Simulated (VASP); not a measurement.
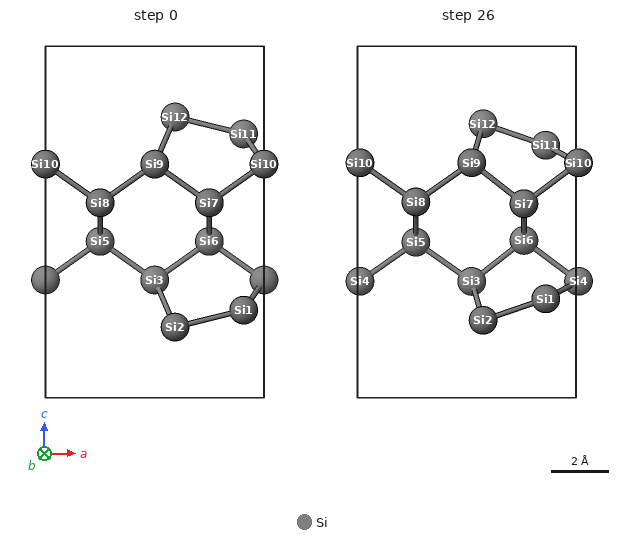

The structure of a slab of composition Si before (left) and after (right) a relaxation, at one scale.

A ball-and-stick model of the cell of the calculation, seen along the b axis.

The run lets the atoms move in a fixed cell.

Theory: Kohn-Sham DFT of a periodic cell, PBE, VASP PAW PBE potentials, recommended in VASP.

Input file:
```
SYSTEM = Si
ALGO     = Fast           ! electronic algorithm
DIPOL    = 0.5 0.5 0.500
EDIFF    = 1E-6           ! SCF threshold, eV
EDIFFG   = -0.01          ! ionic threshold
ENCUT    = 520            ! plane-wave cutoff, eV
GGA      = PE             ! functional
IBRION   = 2              ! ionic algorithm
IDIPOL   = 3            
ISIF     = 2              ! what is computed and relaxed
ISMEAR   = 0              ! smearing method
KPAR     = 4            
LASPH    = .TRUE.         ! aspherical terms in the spheres
LCHARG   = .FALSE.        ! write CHGCAR
LDIPOL   = .TRUE.       
LREAL    = .FALSE.        ! projectors in reciprocal space
LWAVE    = .FALSE.        ! write WAVECAR
NELM     = 120            ! most SCF steps
NSW      = 90             ! ionic steps
PREC     = Accurate       ! precision mode
SIGMA    = 0.03           ! smearing width, eV
```

Launched with:
```bash
cat potpaw_PBE.64/Si/POTCAR > POTCAR
mpirun -np 4 vasp_std > vasp.out
```

**Describe what moved and what it gained.**

The energy falls by 1.255 eV per cell of the calculation in 26 geometry steps. The largest force component goes from 1.1 to 0.0094 eV/Å. The largest moves, 0.53 Å, are those of Si1 and Si11. Si1 goes along [−3 0 2]. The cell stays as it was. Near-neighbour distances that change, for instance: Si1–Si6 3.337 → 2.934 Å, Si2–Si3 2.653 → 2.408 Å, Si11–Si12 2.500 → 2.344 Å, Si3–Si5 2.368 → 2.415 Å. Bond angles that change, for instance: Si7–Si10–Si11 90.7° → 76.2°, Si12–Si9–Si12 93.6° → 106.8°, Si10–Si11–Si12 114.3° → 123.7°.
